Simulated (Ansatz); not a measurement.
# W: a short molecular-dynamics run

Aim: set W (a defect cell, 7 atoms, not relaxed) in motion for 20 steps of 1 fs under a Langevin thermostat at 1200 K, and see how temperature, energy and positions respond.

Program: Ansatz 0.2.0. Level of theory: DFT PBE+U, plane waves, PAW, scalar-relativistic, no spin polarisation. These are calculated values, not measurements.

**1. The starting structure**

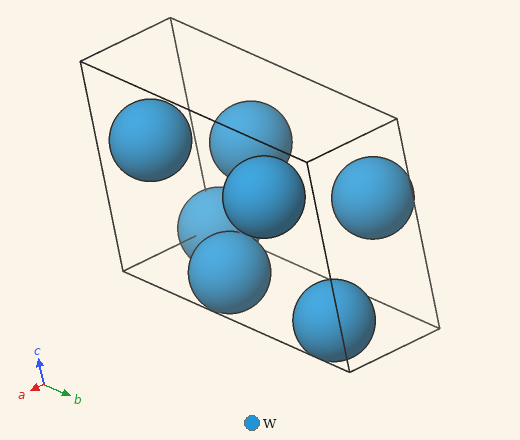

Start, viewed slightly off an axis; tungsten blue. Each atom of the cell is drawn once.

Coordinates:

```
W
1.0
    -1.58332    1.64491    4.71247
     3.13687   -3.16709    3.09082
     1.55421    4.79777    1.60677
W
7
Direct
  0.00259 0.01872 0.99962
  0.49366 0.00927 0.51685
  0.48835 0.50091 0.48194
  0.49437 0.26279 0.00938
  0.99148 0.25290 0.51976
  0.49880 0.72486 0.00429
  0.98787 0.78872 0.51238
```

**2. Molecular dynamics**

Contents of input.yaml:

```yaml
crystal:
  lattice:
    - [-1.583322, 1.644905, 4.712474]
    - [3.136868, -3.167088, 3.090817]
    - [1.55421, 4.797768, 1.606769]
  atoms:
    - { symbol: W, position: [0.002588, 0.018723, 0.999624] }
    - { symbol: W, position: [0.493663, 0.009273, 0.516853] }
    - { symbol: W, position: [0.488355, 0.50091, 0.481938] }
    - { symbol: W, position: [0.494372, 0.262793, 0.009377] }
    - { symbol: W, position: [0.991477, 0.252904, 0.519763] }
    - { symbol: W, position: [0.498804, 0.724865, 0.004291] }
    - { symbol: W, position: [0.987872, 0.788719, 0.512382] }
kpoints:
  mp_grid: { grid: [3, 3, 3] }
magnetization:
  spin_polarized: false
scf:
  occupations: { method: fermi_dirac, width: 0.05 }
hamiltonian:
  pseudopotentials: { kind: paw }
  xc: pbe
  hubbard: { sites: [{ species: W, l: d, u_eff: 1.0 }], double_counting: fll }
basis:
  ecutwfc: 420
md:
  timestep: 1.0
  n_steps: 20
  ensemble: nvt_langevin
  temperature: 1200.0
  initial_velocities: maxwell_boltzmann
  seed: 524501
```

The run is started by

```
ansatz run input.yaml --threads 2 --pin off --max-ram 2560MiB --backend cpu --events-out ev --progress --plain --runs-dir out
```

Standard output (excerpt; [...] marks lines left out):

```text
Warning: md: disabling space-group detection — thermal motion breaks the input geometry's symmetry, so no spatial operation reduces the k-mesh or symmetrises the density; time reversal is kept, so that k and −k are solved as one point where they differ and the mesh holds both, and exact [...]
Warning: RAYON_NUM_THREADS=2 ignored (pool sized by the plan → 2); use --threads N
W: projections on atomic orbitals take those of the free atom [Kr 4d10 4f14] 5s2 5p6 5d4 6s2, of charge +0.00 (hamiltonian.pseudopotentials.projection_atoms); the dataset's partial waves leave at most 6.5e-5 of an orbital's norm unspanned inside its sphere
[...]
Pseudopotentials: kind: paw
Pseudopotential: W, paw, valence charge 14, recommended cutoff 420 eV (normal), W.paw.azcp
Functional definition: PBE
[...]
Crystal: 7 atoms, lattice volume = 125.266 Å³
Basis set: ecut = 420 eV, 2443 PW (Γ), exchange–correlation on 72×80×72 points (8 copies of the dense FFT grid, shifted against one another)
Bands: 59, of which v1, the nominal top of the filled ones, is band 49 counted from 1 (48 counted from 0)
Symmetry: 1 space group operations
k-points: 14 of 27 (time reversal used)
[...]
SCF iter   1: F=—  HF=-72682.158952 eV  |F-HF|=—  |Δ(HF+E_count)|=         —  Δρ=6.31e-2  dr2=5.67e0  ethr=3.10e-3  ⟨swp⟩=5.0  Hψ=3092  notcnv=0
[...]
md step     0: t =     0.00 fs  T =  1028.6 K  F+E_penalty+E_count = -72681.05071334 eV  E_kin = 0.930672 eV  (11 SCF iters)
[...]
md step     5: t =     5.00 fs  T =   932.8 K  F+E_penalty+E_count = -72681.00394598 eV  E_kin = 0.843971 eV  (4 SCF iters)
[...]
md step     6: t =     6.00 fs  T =  1002.6 K  F+E_penalty+E_count = -72680.99374222 eV  E_kin = 0.907199 eV  (4 SCF iters)
[...]
SCF iter   2: F=—  HF=-72680.982802 eV  |F-HF|=—  |Δ(HF+E_count)|=   8.74e-7  Δρ=3.80e-5  dr2=1.76e-6  ethr=6.17e-9  ⟨swp⟩=2.0  Hψ=1068  notcnv=0  defer=27
```

**3. The log goes on**

The log, continued (excerpt; [...] marks lines left out):

```text
SCF iter   3: F=-72680.982802 eV  HF=-72680.982802 eV  |F-HF|=7.24e-8  |Δ(HF+E_count)|=   3.59e-7  Δρ=6.07e-6  dr2=9.55e-8  ethr=1.02e-10  ⟨swp⟩=3.4  Hψ=3289  notcnv=0
[...]
md step     7: t =     7.00 fs  T =  1071.4 K  F+E_penalty+E_count = -72680.98280188 eV  E_kin = 0.969437 eV  (3 SCF iters)
[...]
md step    10: t =    10.00 fs  T =  1176.3 K  F+E_penalty+E_count = -72680.95149699 eV  E_kin = 1.064367 eV  (6 SCF iters)
[...]
md step    13: t =    13.00 fs  T =  1101.5 K  F+E_penalty+E_count = -72680.92839340 eV  E_kin = 0.996673 eV  (4 SCF iters)
[...]
md step    16: t =    16.00 fs  T =  1029.7 K  F+E_penalty+E_count = -72680.89224331 eV  E_kin = 0.931671 eV  (4 SCF iters)
[...]
md step    19: t =    19.00 fs  T =  1052.2 K  F+E_penalty+E_count = -72680.84255213 eV  E_kin = 0.952036 eV  (4 SCF iters)
[...]
md step    20: t =    20.00 fs  T =  1016.0 K  F+E_penalty+E_count = -72680.82767770 eV  E_kin = 0.919279 eV  (6 SCF iters)
SCF converged after 6 iterations
Free energy (F): -72680.827678 eV
[...]
E sigma→0 (E₀):  -72680.803181 eV
Entropy (-TS):   -0.048993 eV (-6.999 meV/atom)
Fermi energy:    19.214096 eV
[...]
--- Forces (eV/Å), atoms counted from 1 ---
  atom   1  W     -0.33618898     0.68890157     0.49595771
  atom   2  W      0.19955482    -1.67490353    -0.78693435
  atom   3  W      0.55262168     1.85807414     0.80847113
  atom   4  W     -1.14442897     0.50477627    -0.61860515
  atom   5  W      1.61210018    -1.35149208     0.12435134
  atom   6  W      0.93028469    -2.56165160     1.23536608
  atom   7  W     -1.81395267     2.53630468    -1.25861823
[...]
Occupation matrices written to <dir>
--- MD trajectory: 20 steps, t = 0.0 → 20.0 fs ---
  final state: T = 1016.0 K   F+E_penalty+E_count = -72680.82767770 eV   E_kin = 0.919279 eV
```

Run time: 93 s. Hardware: 2 threads of Intel Xeon Platinum 8375C at 2.90GHz (Ice Lake), shared host; peak memory 0.54 GiB.

**4. What the atoms did**

The trajectory, step by step (energies from step 0); msd is the mean square displacement from the start, the centre of mass held:

```csv
time (fs),T (K),potential energy change (meV/atom),msd W (Å²)
0.0,1029,0.0,0.000
1.0,1036,1.4,0.000
2.0,963,2.8,0.000
3.0,1043,4.0,0.000
4.0,994,5.3,0.000
5.0,933,6.7,0.000
6.0,1003,8.1,0.000
7.0,1071,9.7,0.001
8.0,1048,11.4,0.001
9.0,1054,13.0,0.001
10.0,1176,14.2,0.001
11.0,1239,15.2,0.002
12.0,1090,16.2,0.002
13.0,1102,17.5,0.002
14.0,983,18.8,0.003
15.0,995,20.5,0.003
16.0,1030,22.6,0.003
17.0,1065,25.0,0.004
18.0,1065,27.4,0.004
19.0,1052,29.7,0.005
20.0,1016,31.9,0.005
```

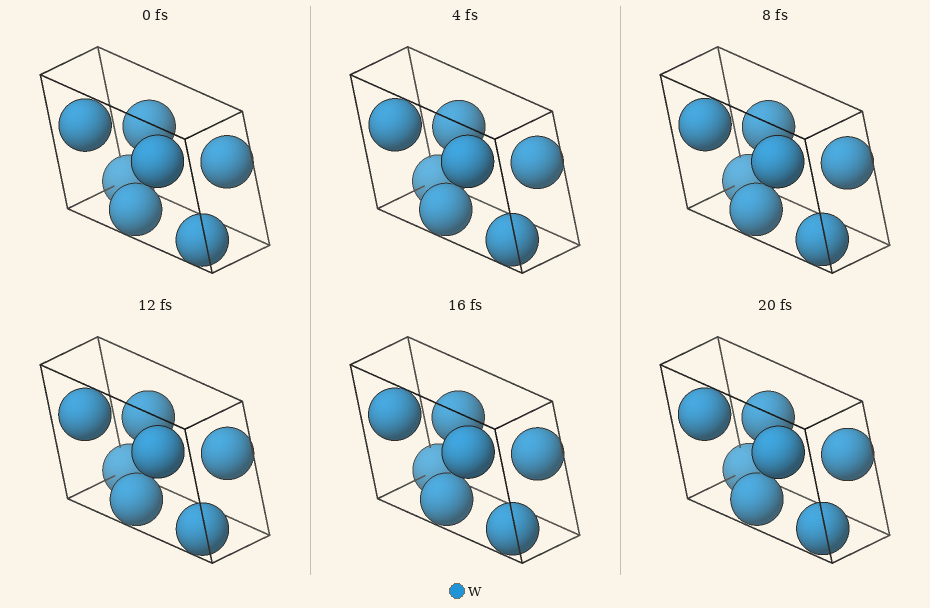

The system at six times, viewed slightly off an axis. Each atom of the cell is drawn once. Atoms are followed across the cell's faces.

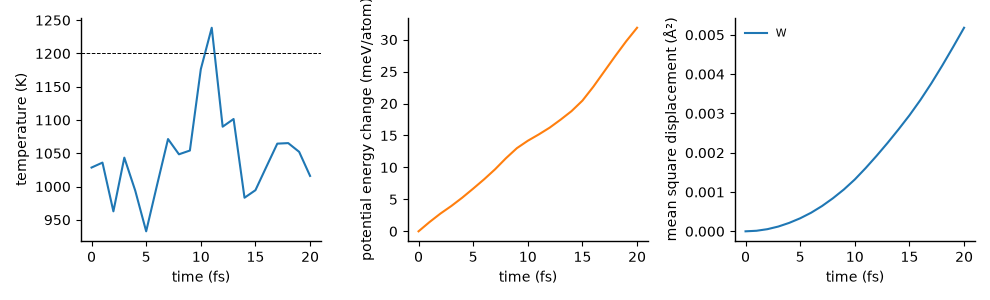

Time series of the run, each on its own scale. The dashed line is the set temperature.

**5. Positions and forces**

Extended XYZ, with forces in eV/Å:

```xyz
7
Lattice="-1.583 1.645 4.712 3.137 -3.167 3.091 1.554 4.798 1.607" Properties=species:S:1:pos:R:3:forces:R:3 pbc="T T T" time_fs=2.0 T=963 dE=0.0194
W     1.608    4.742    1.666    0.084    1.155   -0.401
W     0.053    3.268    3.189   -0.496   -1.132   -0.312
W     1.547    1.528    4.625    0.865    1.468    1.178
W     0.059    0.022    3.154   -0.657    0.483   -1.076
W     0.026    3.324    6.294    0.808   -1.415    1.010
W     1.492   -1.449    4.599    1.684   -1.840    1.151
W     1.705    1.576    7.917   -2.288    1.281   -1.548
7
Lattice="-1.583 1.645 4.712 3.137 -3.167 3.091 1.554 4.798 1.607" Properties=species:S:1:pos:R:3:forces:R:3 pbc="T T T" time_fs=5.0 T=933 dE=0.0468
W     1.610    4.743    1.649    0.033    1.104   -0.226
W     0.055    3.275    3.193   -0.428   -1.245   -0.454
W     1.548    1.525    4.629    0.820    1.503    1.122
W     0.063    0.018    3.151   -0.712    0.549   -1.036
W     0.018    3.326    6.300    0.979   -1.453    0.942
W     1.496   -1.441    4.602    1.599   -1.984    1.192
W     1.703    1.561    7.915   -2.291    1.526   -1.541
7
Lattice="-1.583 1.645 4.712 3.137 -3.167 3.091 1.554 4.798 1.607" Properties=species:S:1:pos:R:3:forces:R:3 pbc="T T T" time_fs=8.0 T=1048 dE=0.0801
W     1.614    4.744    1.633   -0.034    1.037   -0.059
W     0.057    3.281    3.196   -0.334   -1.353   -0.550
W     1.550    1.520    4.634    0.754    1.583    1.062
W     0.069    0.014    3.147   -0.791    0.582   -0.982
W     0.011    3.329    6.308    1.156   -1.482    0.835
W     1.501   -1.434    4.604    1.501   -2.119    1.234
W     1.700    1.547    7.914   -2.252    1.752   -1.540
7
Lattice="-1.583 1.645 4.712 3.137 -3.167 3.091 1.554 4.798 1.607" Properties=species:S:1:pos:R:3:forces:R:3 pbc="T T T" time_fs=10.0 T=1176 dE=0.0992
W     1.617    4.745    1.622   -0.078    0.986    0.041
W     0.057    3.285    3.197   -0.269   -1.427   -0.593
W     1.552    1.515    4.637    0.702    1.635    1.006
W     0.073    0.011    3.144   -0.838    0.602   -0.921
W     0.006    3.330    6.314    1.274   -1.489    0.736
W     1.506   -1.431    4.606    1.420   -2.196    1.250
W     1.698    1.538    7.911   -2.211    1.889   -1.520
7
Lattice="-1.583 1.645 4.712 3.137 -3.167 3.091 1.554 4.798 1.607" Properties=species:S:1:pos:R:3:forces:R:3 pbc="T T T" time_fs=12.0 T=1090 dE=0.1136
W     1.621    4.745    1.611   -0.126    0.930    0.141
W     0.057    3.290    3.197   -0.195   -1.503   -0.630
W     1.554    1.512    4.640    0.648    1.676    0.953
W     0.077    0.008    3.139   -0.887    0.605   -0.836
W     0.001    3.330    6.322    1.374   -1.465    0.594
W     1.511   -1.428    4.608    1.325   -2.259    1.255
W     1.695    1.529    7.908   -2.139    2.018   -1.476
7
Lattice="-1.583 1.645 4.712 3.137 -3.167 3.091 1.554 4.798 1.607" Properties=species:S:1:pos:R:3:forces:R:3 pbc="T T T" time_fs=15.0 T=995 dE=0.1432
W     1.626    4.745    1.596   -0.194    0.854    0.279
W     0.055    3.294    3.197   -0.055   -1.574   -0.668
W     1.555    1.506    4.643    0.593    1.742    0.893
W     0.083    0.005    3.133   -0.978    0.580   -0.739
W    -0.002    3.331    6.334    1.477   -1.423    0.393
W     1.520   -1.421    4.611    1.171   -2.380    1.260
W     1.690    1.516    7.904   -2.012    2.200   -1.417
7
Lattice="-1.583 1.645 4.712 3.137 -3.167 3.091 1.554 4.798 1.607" Properties=species:S:1:pos:R:3:forces:R:3 pbc="T T T" time_fs=18.0 T=1065 dE=0.1920
W     1.632    4.746    1.582   -0.274    0.766    0.410
W     0.053    3.299    3.198    0.085   -1.641   -0.738
W     1.554    1.500    4.645    0.569    1.810    0.849
W     0.089    0.003    3.128   -1.074    0.543   -0.663
W    -0.004    3.333    6.344    1.567   -1.393    0.231
W     1.527   -1.416    4.617    1.024   -2.491    1.254
W     1.685    1.501    7.900   -1.897    2.406   -1.344
7
Lattice="-1.583 1.645 4.712 3.137 -3.167 3.091 1.554 4.798 1.607" Properties=species:S:1:pos:R:3:forces:R:3 pbc="T T T" time_fs=20.0 T=1016 dE=0.2230
W     1.636    4.747    1.572   -0.336    0.689    0.496
W     0.050    3.302    3.198    0.200   -1.675   -0.787
W     1.553    1.496    4.647    0.553    1.858    0.808
W     0.094    0.002    3.125   -1.144    0.505   -0.619
W    -0.006    3.333    6.351    1.612   -1.351    0.124
W     1.532   -1.412    4.621    0.930   -2.562    1.235
W     1.681    1.491    7.895   -1.814    2.536   -1.259
```

**6. What came out**

```
                             quantity                            value
                               length                 20 steps of 1 fs
     temperature, first and last step                  1029 and 1016 K
             temperature, second half  mean 1074 K, from 983 to 1239 K
        potential energy, second half      +22 meV/atom from the start
mean square displacement, second half                       W 0.003 Å²
```

What this shows: Against a set 1200 K the second half averages 1074 K with a spread of 73 K (in equilibrium 7 atoms would scatter by about 370 K, over a far longer run). No atom gets farther than 0.10 Å from its start, with the drift of the whole removed, against a typical distance of 2.5 Å between sites at the start. Settings off the usual here: hamiltonian.hubbard. 20 fs on 7 atoms is far too short and small for converged averages. The k-mesh is coarse for this cell.
